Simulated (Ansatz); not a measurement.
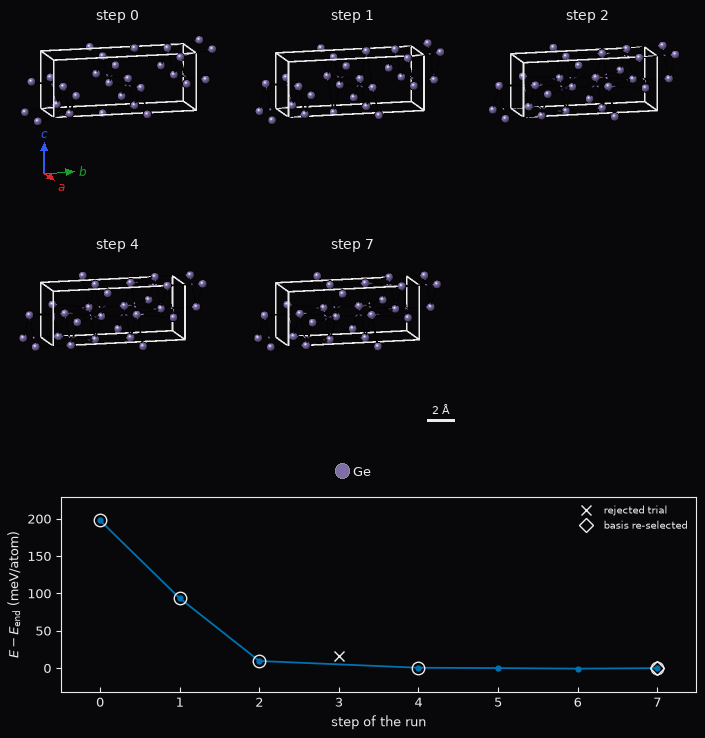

Frames of a relaxation of solid Ge (a generated structure, set up in Cmce) (coarse preliminary run), marked on the history of the run. A ball-and-stick model of the conventional cell (2 times the calculation's cell), seen slightly off an axis. Lengths and directions refer to the drawn axes.

Case: As → Ge on all its sites, cell and atoms relaxed.

All numbers below come from DFT PBEsol, scalar-relativistic, plane waves, PAW in Ansatz. (plane-wave cutoff 420 eV; k-point mesh 6 × 6 × 6; occupations gaussian; smearing width 0.1 eV; no spin polarisation; cell and atoms relaxed; force threshold 0.05 eV/Å; at most 60 steps)

**Describe the path.**

After 5 accepted moves (7 points after the start) the energy has fallen by 198 meV per atom. The largest force component goes from 0.49 to 0.02 eV/Å. The pressure goes from −2.00 to 0.08 GPa. The line search rejected the trial step at point 3 of the run. At 1 point the geometry stayed and the basis and grid were re-selected for the new cell (energy shift of 0.6 meV per atom at most each time). The largest moves relative to the cell, 0.33 Å, are those of Ge atoms. The drawn cell changes as follows: a 3.747 → 3.674 Å (−2.0 %), b 10.928 → 10.038 Å (−8.1 %), c 4.322 → 4.110 Å (−4.9 %); the volume changes by −14.4 %. Near-neighbour distances that change, for instance: Ge–Ge 3.586 → 2.948 Å, Ge–Ge 3.242 → 2.756 Å, Ge–Ge 2.514 → 2.756 Å, Ge–Ge 2.493 → 2.713 Å. Among the angles between lasting bonds that change: Ge–Ge–Ge 96.4° → 83.6°, Ge–Ge–Ge 97.4° → 90.0°. The space group (tolerance 0.01 Å) goes from Cmce (No. 64) to Fmmm (No. 69). The run took 31 s on 1 thread of Intel(R) Xeon(R) 6975P-C (Granite Rapids), on a shared host, peak memory 0.46 GiB. From step 0 to 1: Ge atoms move most (0.12 Å), volume −10.1 %, energy −104 meV per atom. From step 1 to 2: Ge atoms move most (0.18 Å), volume −2.9 %, energy −84.1 meV per atom. From step 2 to 4: Ge atoms move most (0.05 Å), volume −2.1 %, energy −9.1 meV per atom. From step 4 to 7: energy −0.5 meV per atom.

```
step  E − E(0), meV/atom  largest force component, eV/Å  pressure, GPa  volume, Å³/atom                      note
   0                0.00                         0.4923          -2.00           22.125                          
   1             -104.08                         0.5430          -0.36           19.898                          
   2             -188.19                         0.2175          -1.18           19.327                          
   3             -181.11                         0.3970           3.48           18.306                  rejected
   4             -197.26                         0.0752          -0.10           18.925                          
   5             -197.71                         0.1037           0.29           18.924                          
   6             -198.42                         0.0199           0.07           18.943                          
   7             -197.79                         0.0199           0.08           18.943  same geometry, new basis
```
